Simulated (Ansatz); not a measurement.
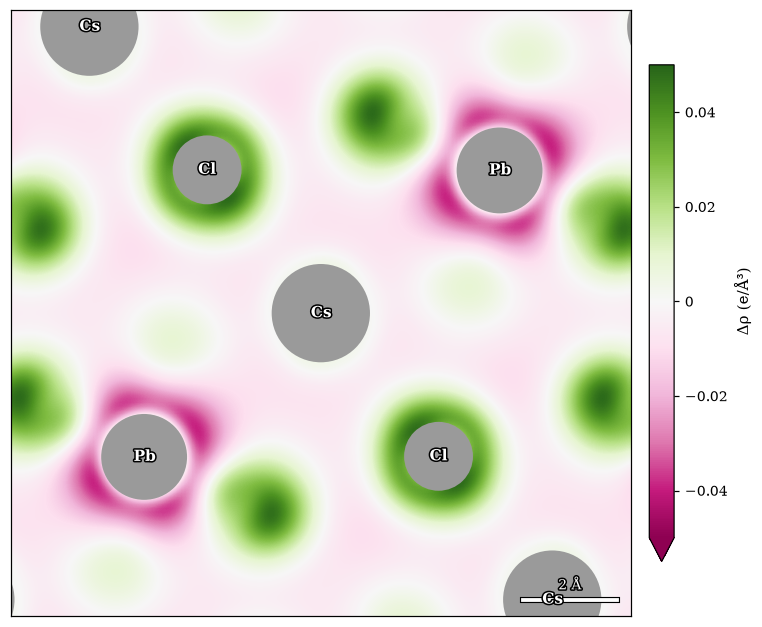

Figure. CsPbCl₃. Deformation density (self-consistent density less superposed neutral spherical atoms): a map on the (111) plane of the conventional cell, with grey discs over the atomic cores. Cores are masked to 1.0 Å (Cs), 0.9 Å (Pb) and 0.7 Å (Cl).

Space group Amm2. The cell comes from a database of computed structures, not from a measurement.

Method: Ansatz 0.2.0, DFT PBE, scalar-relativistic, plane waves, PAW.

In a PAW calculation such maps are meaningful between the atoms, not at the nuclei.

What does the deformation density say about the bonding?

Cl–Pb (2.85 Å): Δρ is +0.011 e/Å³ at the midpoint, so little or no bond charge builds up halfway (this contact isn't in the plane drawn).
Cl–Cs (3.58 Å): Δρ is about zero at the midpoint, so little or no bond charge builds up halfway (this contact isn't in the plane drawn).
Over the whole cell, outside the masked cores, the largest gain lies at the edge of the masked core of Cl, and the largest loss, 0.04 e/Å³, lies 1.2 Å from a lead nucleus.
The rearranged charge, half the integral of |Δρ|, is about 0.20 e an atom.
Bader charges: Cs +0.88, Pb +1.27 and Cl −0.72 e.

Run time: 64 s on 2 threads of Arm Neoverse V1, with other jobs on the host, peak memory 0.77 GiB.
